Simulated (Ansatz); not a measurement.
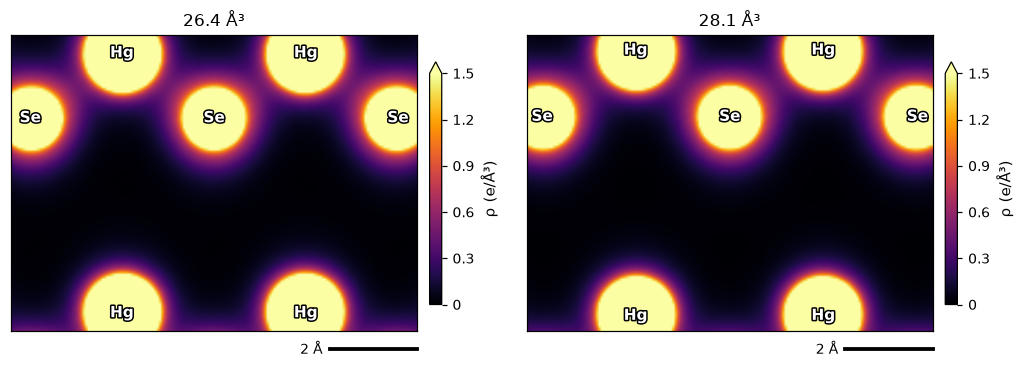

HgSe. The valence pseudo-density of cells scaled evenly to different volumes (given per atom above each panel), on the (011̄) plane of each (indices in the axes of the cell below), at one length scale and on one colour scale.

Method: Kohn-Sham DFT of a periodic cell, HSE06, Ansatz PAW (Ansatz).

The largest cell:

```yaml
crystal:
  lattice:
    - [0.00000, 3.03900, 3.03900]
    - [3.03900, 0.00000, 3.03900]
    - [3.03900, 3.03900, 0.00000]
  atoms:
    - { symbol: Hg, position: [0.00000, 0.00000, 0.00000] }
    - { symbol: Se, position: [0.75000, 0.75000, 0.75000] }
```

| volume (Å³/atom) | Hg–Se contact in the plane (Å) | ρ at its midpoint (e/Å³) | pressure (GPa) | 
| --- | --- | --- | --- |
| 26.38 | 2.578 | 0.474 | 7.8 | 
| 27.51 | 2.614 | ? | ? | 
| 28.07 | 2.632 | 0.431 | 3.2 | 

What values belong in the row with question marks?

Over the known rows ln ρ falls by 1.76 per Å of Hg–Se distance (the line through the two), which gives 0.445 e/Å³ at 2.614 Å; the calculation gives 0.445 e/Å³. For the pressure, a straight line in volume between the neighbouring rows gives 4.7 GPa; the calculation gives 4.5.
